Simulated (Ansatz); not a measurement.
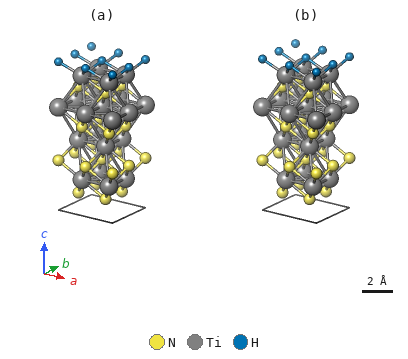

The structure of a slab of composition Ti$_{4}$HN$_{4}$ (cut from the Fm-3m phase) before (left) and after (right) a constrained relaxation, at one scale.

Style: ball-and-stick. Shown: the 2 × 2 repeat of the cell, outlined in the plane, without the vacuum, slightly off an axis.

Case: H put at a hollow Ti-Ti-Ti site. The slab is the (1 1 1) face of TiN with H on it. 4 atoms are held fixed.

These are results of DFT PBEsol, scalar-relativistic, plane waves, PAW (Ansatz 0.2.0), not measurements.

The input:
```yaml
crystal:
  lattice:
    - [2.9726300472, 0.0, 0.0]
    - [-1.4863150236, 2.5743731369, 0.0]
    - [0.0, 0.0, 27.4949979446]
  atoms:
    - { symbol: "N", position: [0.3333333333, 0.6666666667, 0.3091471408] }
    - { symbol: Ti, position: [0.6666666667, 0.3333333333, 0.3532850285] }
    - { symbol: "N", position: [0.0, 0.0, 0.3974229164] }
    - { symbol: Ti, position: [0.3333333333, 0.6666666667, 0.4415608042] }
    - { symbol: "N", position: [0.6666666667, 0.3333333333, 0.4854147359] }
    - { symbol: Ti, position: [0.0, 0.0, 0.5302006077] }
    - { symbol: "N", position: [0.3333333333, 0.6666666667, 0.5753533913] }
    - { symbol: Ti, position: [0.6666666667, 0.3333333333, 0.6138598945] }
    - { symbol: H, position: [0.0, 0.0, 0.6444109061] }
basis:
  ecutwfc: 420
kpoints:
  mp_grid: { grid: [12, 12, 1] }
hamiltonian:
  xc: pbesol
scf:
  occupations: { method: gaussian, width: 0.1 }
output:
  forces: true
  eigenvalues: true
  write_density: true
  write_potential: true
  elf: true
  volumetric_format: npy
relax:
  adjacent_minimum: "off"
  f_tol: 0.03
  max_steps: 70
  constraints: [{ sites: [0, 1, 2, 3] }]
efield:
  axis: 3
  dipole_correction: true
  ramp_width: 0.04
```

Command:
```bash
ansatz run input.yaml --threads 2 --pin off --max-ram 5120MiB --backend cpu --events-out ev --progress --plain --runs-dir out
```

Question: Describe what moved and what it gained.

Answer: The largest move is that of H9, 0.19 Å along the normal (+c). Largest moves by element: H 0.19 Å, Ti 0.05 Å, N 0.02 Å. The lattice vectors keep their values. Among the contacts that change: Ti8–H9 1.911 → 1.979 Å, N7–Ti8 2.017 → 2.048 Å, Ti6–Ti8 2.870 → 2.890 Å, Ti6–N7 2.118 → 2.099 Å. Bond angles that change, for instance: Ti8–H9–Ti8 102.1° → 97.3°, Ti6–N7–Ti8 175.8° → 177.9°. The energy falls by 74.8 meV per cell of the calculation in 3 accepted moves (4 points after the start). Largest force component: 0.88 eV/Å at the start, 0.03 eV/Å at the end. 1 step only repeated the SCF at the same geometry.

Limits of the set-up: the cell has an odd number of electrons but was run without spin polarisation; the periodic images lie only 3.0 Å apart, so the values are limited by the cell's size.
